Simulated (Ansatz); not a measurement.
```yaml
crystal:
  lattice:
    - [4.52300, 0.00000, 0.00000]
    - [0.00000, 7.66100, 0.00000]
    - [0.00000, 0.00000, 4.52400]
  atoms:
    - { symbol: Ga, position: [0.00000, 0.15490, 0.08100] }
    - { symbol: Ga, position: [0.50000, 0.65490, 0.08100] }
    - { symbol: Ga, position: [0.00000, 0.34510, 0.58100] }
    - { symbol: Ga, position: [0.50000, 0.84510, 0.58100] }
    - { symbol: Ga, position: [0.00000, 0.84510, 0.91900] }
    - { symbol: Ga, position: [0.50000, 0.34510, 0.91900] }
    - { symbol: Ga, position: [0.00000, 0.65490, 0.41900] }
    - { symbol: Ga, position: [0.50000, 0.15490, 0.41900] }
```

Space group Cmce.

Computed with DFT PBE, scalar-relativistic, plane waves, PAW (Ansatz).

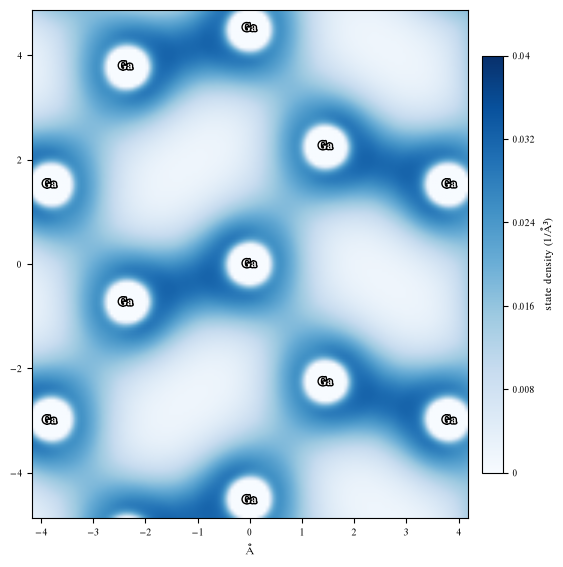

Ga. Density of the Kohn–Sham states from −7.3 to −3.7 eV about the Fermi level (the middle third of the occupied valence band), scaled to one electron a cell: a map on the (100) plane of the conventional cell.

In a PAW calculation such maps are meaningful between the atoms, not at the nuclei.

> What is the character of these states?

Projected on a minimal set of atomic orbitals (Löwdin), they are Ga 4s (50 %) and Ga 4p (50 %). At the bottom of an sp band the diffuse p orbitals of such a set take a share of s-like charge between the atoms, so the p share there is overstated.
